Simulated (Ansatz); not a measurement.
## W: single-point calculation

The run: single-point calculation of W (P4/nmm, 2 atoms in the cell). Method and program: DFT PBEsol, scalar-relativistic, plane waves, PAW, PAW set soft_1, no spin polarisation (Ansatz 0.2.0).

The structure derives from an entry of the Crystallography Open Database. Figures and captions count atoms from 1; the log counts them from 0 in places.

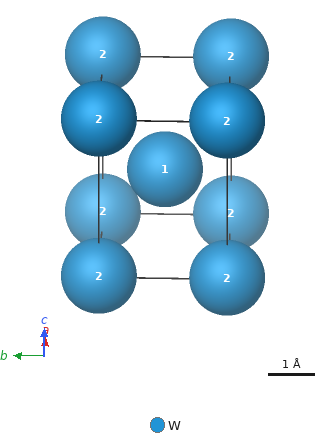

**Figure 1.** The structure as given in the input (spheres-only view of the cell of the calculation, seen at an oblique angle; atoms are numbered from 1 in the order of the input). An atom can appear more than once, as a periodic image.

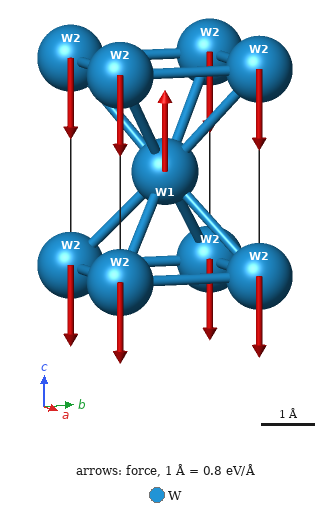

**Figure 2.** Forces on the atoms as red arrows (ball-and-stick view of the cell of the calculation, seen slightly off an axis; atoms are numbered from 1 in the order of the input). The largest act on W1, W2 (1.26 eV/Å). The geometry is not a stationary point of this energy.

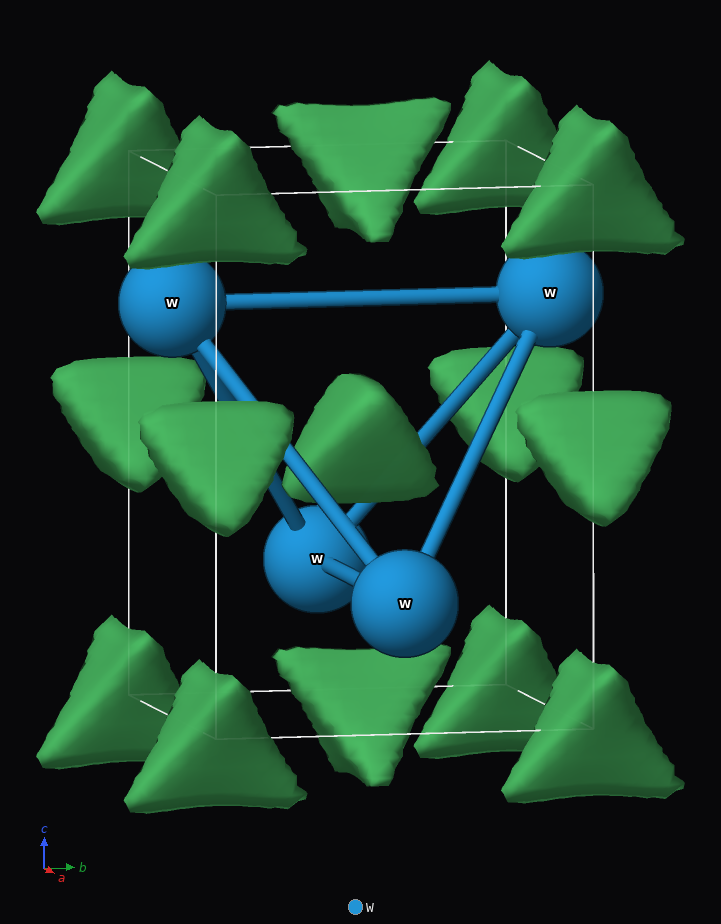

**Figure 3.** Isosurface of the electron localisation function at 0.45 (green), seen slightly off an axis. Core shells and regions of very low density are left out. Sticks mark near contacts. The outline is the cell set on symmetry axes. W–W (2.83 Å): the ELF is about 0.35 at the midpoint (nearly free electrons, as in a simple metal). The fields are those of the smooth PAW valence density.

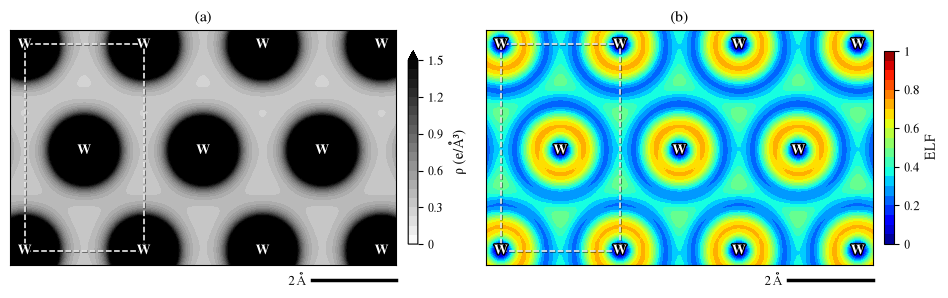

**Figure 4.** (a) valence pseudo-density; (b) electron localisation function on the (101) plane of the conventional cell. The section cuts through W sites. W–W (2.77 Å): ρ at the midpoint is about 0.4 e/Å³; the ELF is about 0.35 at the midpoint, as expected for nearly free electrons, as in a simple metal. W–W (2.83 Å): ρ is about 0.36 e/Å³ halfway; the ELF is about 0.35 at the midpoint (metallic bonding. W–W (2.89 Å): ρ is about 0.34 e/Å³ halfway; the ELF is about 0.35 at the midpoint, as expected for metallic bonding. Away from the nuclei the density in this plane falls to 0.29 e/Å³ at its lowest. The strong features right at W lie inside the PAW spheres (semicore, d or f shells) and say nothing about bonding.

These pictures come from the run below.

## Input file
```yaml
crystal:
  lattice:
    - [0.0, -1.9991269216, -1.9991269216]
    - [0.0, 1.9991269216, -1.9991269216]
    - [3.9982538432, 0.0, 0.0]
  atoms:
    - { symbol: W, position: [0.5, 0.5, 0.4897955454] }
    - { symbol: W, position: [0.0, 0.0, 0.0102044546] }
basis:
  ecutwfc: 420
kpoints:
  mp_grid: { grid: [16, 16, 12] }
hamiltonian:
  xc: pbesol
  pseudopotentials: { kind: paw, azcp: { folder: soft_1 } }
scf:
  occupations: { method: gaussian, width: 0.15 }
output:
  forces: true
  stress: true
  eigenvalues: true
  write_density: true
  write_potential: true
  elf: true
  volumetric_format: npy
```

Launched with:
```bash
ansatz run input.yaml --threads 2 --pin off --max-ram 4096MiB --backend cpu --events-out ev --progress --plain --runs-dir out
```

## Output
```
Warning: [file] the record states the generating functional pbe (its physics header spells it `PBE`), which answers neither for hamiltonian.xc's functional nor for the pbesol family's — results may be inconsistent (PPs are generated against a specific XC)
Engine: ansatz 0.2.0, aarch64-unknown-linux-gnu
Pseudopotentials: kind: paw
Pseudopotential: W, paw, valence charge 14, recommended cutoff 420 eV (normal), [file]
Functional definition: PBEsol
  exchange = pbesol_x
  correlation = pbesol_c
Crystal: 2 atoms, lattice volume = 31.958 Å³
Basis set: ecut = 420 eV, 633 PW (Γ), exchange–correlation on 40×40×54 points (8 copies of the dense FFT grid, shifted against one another)
Bands: 18, of which v1, the nominal top of the filled ones, is band 14 counted from 1 (13 counted from 0)
Symmetry: 16 space group operations
Space group: P4/nmm (ITA 129), of the structure as read, at distance tolerance 3.2e-5 Å
k-points: 315 of 3072
Non-local potential: W, projectors of the file, l = 0: 3, l = 1: 2, l = 2: 2, l = 3: 1
PAW form: soft (Blöchl's): semilocal exchange-correlation on the pseudo side does not see the compensation charge
PAW frozen core: W, regenerated for the run's functional, and the local potential with it (the file was generated under x = pbe(κ = 0.804, μ = 0.2195149727645171), c = pbe(β = 0.06672455060314922))
PAW one-centre angular grid: W, 590 points (default); XC on 64 Gauss nodes
Initial density: superposition of atomic densities (chi_scale 0.1, normalization cell)
Initial wavefunctions: pseudopotential atomic-orbital guess
Functional: x = pbesol(κ = 0.804, μ = 0.12345679012345678), c = pbesol(β = 0.046)
SCF iter   1: F=—  HF=-20514.550416 eV  |F-HF|=—  |Δ(HF+E_count)|=         —  Δρ=5.84e-2  dr2=1.04e0  ethr=3.10e-3  ⟨swp⟩=4.9  Hψ=22507  notcnv=0
preconditioner: auto → none  [metal: Δε(μ)=0.008 eV  Ē_g=5.617 eV  σ=0.150 eV  W_gap=0.03  n_scr=6 (ndim 8)  ℏωp=22.8 eV  f_vac=0.000  D(μ)=2.40/eV (n_scr^D=28)  sad-step TF]
SCF iter   2: F=—  HF=-20514.283047 eV  |F-HF|=—  |Δ(HF+E_count)|=   2.67e-1  Δρ=3.57e-2  dr2=3.82e-1  ethr=3.10e-3  ⟨swp⟩=2.0  Hψ=9311  notcnv=0  defer=26
SCF iter   3: F=—  HF=-20514.134308 eV  |F-HF|=—  |Δ(HF+E_count)|=   1.49e-1  Δρ=1.73e-3  dr2=1.57e-3  ethr=1.36e-3  ⟨swp⟩=2.9  Hψ=10545  notcnv=0  defer=26
SCF iter   4: F=—  HF=-20514.134935 eV  |F-HF|=—  |Δ(HF+E_count)|=   6.27e-4  Δρ=1.53e-3  dr2=2.55e-3  ethr=5.62e-6  ⟨swp⟩=2.1  Hψ=9535  notcnv=0  defer=26
SCF iter   5: F=—  HF=-20514.134191 eV  |F-HF|=—  |Δ(HF+E_count)|=   7.44e-4  Δρ=6.93e-5  dr2=1.05e-6  ethr=5.62e-6  ⟨swp⟩=2.0  Hψ=8264  notcnv=0  defer=26
SCF iter   6: F=—  HF=-20514.134197 eV  |F-HF|=—  |Δ(HF+E_count)|=   6.40e-6  Δρ=9.90e-6  dr2=1.48e-8  ethr=3.57e-10  ⟨swp⟩=10.1  Hψ=40492  notcnv=0
SCF iter   7: F=-20514.134197 eV  HF=-20514.134197 eV  |F-HF|=4.77e-10  |Δ(HF+E_count)|=   1.98e-9  Δρ=1.72e-6  dr2=6.50e-10  ethr=5.29e-11  ⟨swp⟩=4.6  Hψ=29554  notcnv=0
SCF 1 converged in 7 iterations: F = -20514.134197 eV  dr2 = 6.50e-10
  greatest PAW one-centre occupation: 0.999 electrons in one spin orbital (limit 2), on the W atom at site 1 (counted from 0), in its partial waves of l = 0
SCF converged after 7 iterations
Free energy (F): -20514.134197 eV
Harris-Foulkes:  -20514.134197 eV  (|F-HF|=4.77e-10)
Internal energy: -20514.106440 eV  (E = F + TS)
E sigma→0 (E₀):  -20514.120318 eV
Entropy (-TS):   -0.027757 eV (-13.878 meV/atom)
Fermi energy:    21.589620 eV
--- Per-component energies (eV) ---
  E_band       = -175.481411
  E_kinetic    = 844.766883
  E_local      = -1107.942891  (includes V_loc(G=0)·N_el)
  E_nonlocal   = -45.144142
  E_hartree    = 462.273210
  E_xc         = -531.844383
  E_vxc        = -462.251401  (∫ρ·V_xc dr)
  E_paw        = -16902.750820  (= ΣΔE_a)
  E_vpaw       = -329.456536  (= ΣTr[D̂ρ^β])
  E_aug_tail   = 0.000309  (compensation charges beyond the density's cutoff)
  E_ewald      = -3233.908319
  E_core_change = 0.443715  (= ΣΔE_core)
  E_smearing   = -0.027757  (= −TS)
  E_closure    = 0.000000  (closes the sum)
  Σ components = -20514.134197   (vs F -20514.134197, Δ=0.00e0)
--- Forces (eV/Å), atoms counted from 1 ---
  atom   1  W      1.26065936    -0.00000000     0.00000000
  atom   2  W     -1.26065936     0.00000000     0.00000000
  max |Σ_I F_I| component: 2.22e-16 eV/Å
--- Stress (GPa, compression-positive) ---
       -1.417101      -0.000000       0.000000
       -0.000000       2.002477      -0.000000
        0.000000       0.000000       2.002477
  P = ⅓ Tr σ = 0.8626 GPa (8.626 kbar)
--- Band table (eV; the first three rows and the last of 315) ---
  k-point 0: bands = ["-51.9593", "-51.7934", "-16.7391", "-16.0146", "-16.0146", "-15.5483", "-15.5449", "-15.5449", "12.4350", "15.8782", "16.8531", "20.9697", "20.9697", "20.9870", "23.9721", "24.1828", "25.1055", "26.7953"]
  k-point 1: bands = ["-51.9566", "-51.7960", "-16.7214", "-16.0074", "-16.0074", "-15.5708", "-15.5526", "-15.5526", "12.5410", "15.9232", "16.9014", "20.8802", "21.0329", "21.0329", "23.7855", "24.2178", "24.8184", "26.7422"]
  k-point 2: bands = ["-51.9490", "-51.8037", "-16.6694", "-15.9861", "-15.9861", "-15.6359", "-15.5752", "-15.5752", "12.8530", "16.0414", "17.0452", "20.5822", "21.2220", "21.2220", "23.2179", "24.1703", "24.3210", "26.5822"]
  k-point 314: bands = ["-51.7957", "-51.7957", "-16.4705", "-16.4705", "-16.2944", "-16.2944", "-16.0280", "-16.0280", "17.6868", "17.6868", "19.3064", "19.3064", "19.7309", "19.7309", "22.9038", "22.9038", "27.5963", "27.5963"]
```

## Results in brief

| quantity | value |
| --- | --- |
| outcome | converged |
| space group (tolerance 0.01 Å) | P4/nmm (129) |
| electrons treated | 28 |
| free energy | −20514.1342 eV |
| Fermi energy | 21.590 eV |
| gap on the k-point mesh | none (metallic) |
| pressure | 0.86 GPa |
| largest force (length of the vector) | 1.261 eV/Å |
| hardware | 2 threads of Arm Neoverse N1, 98 GiB of memory available, shared host |
| wall time | 12 s (CPU time 23 s) |
| peak memory | 0.41 GiB |

Warnings of the run: the PAW datasets were made with another functional. Spin–orbit coupling is left out, which matters for W.
